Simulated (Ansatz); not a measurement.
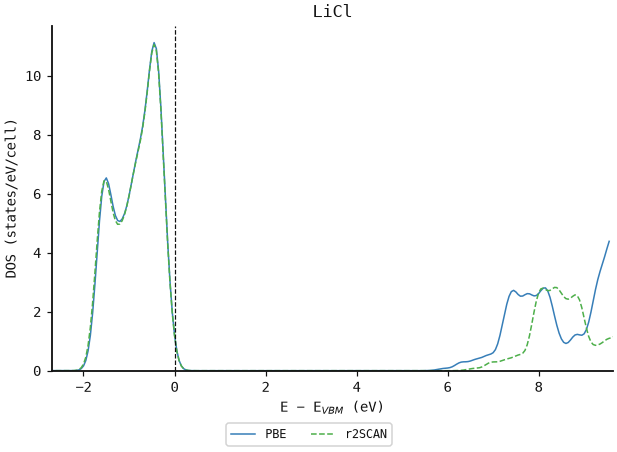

Total densities of states of LiCl, space group P6_3mc, 4 atoms in the cell, wurtzite type, hydrostatic strain +2.5%, by two methods on the same cell. The curves are built from the levels of the k mesh with Gaussians 0.3 eV wide, which also blur the band edges. Each is counted from its own valence-band top.

**What changes from one method to the other?**

PBE gives a gap of 5.78 eV and r2SCAN gives a gap of 6.42 eV.

Settings. PBE: DFT, PBE, plane waves, PAW, no spin polarisation, 12×12×4 k mesh, 420 eV cutoff, Fermi-Dirac smearing of 0.02 eV (Ansatz). r2SCAN: DFT, r2SCAN, plane waves, PAW, no spin polarisation, 12×12×4 k mesh, 500 eV cutoff (Ansatz).
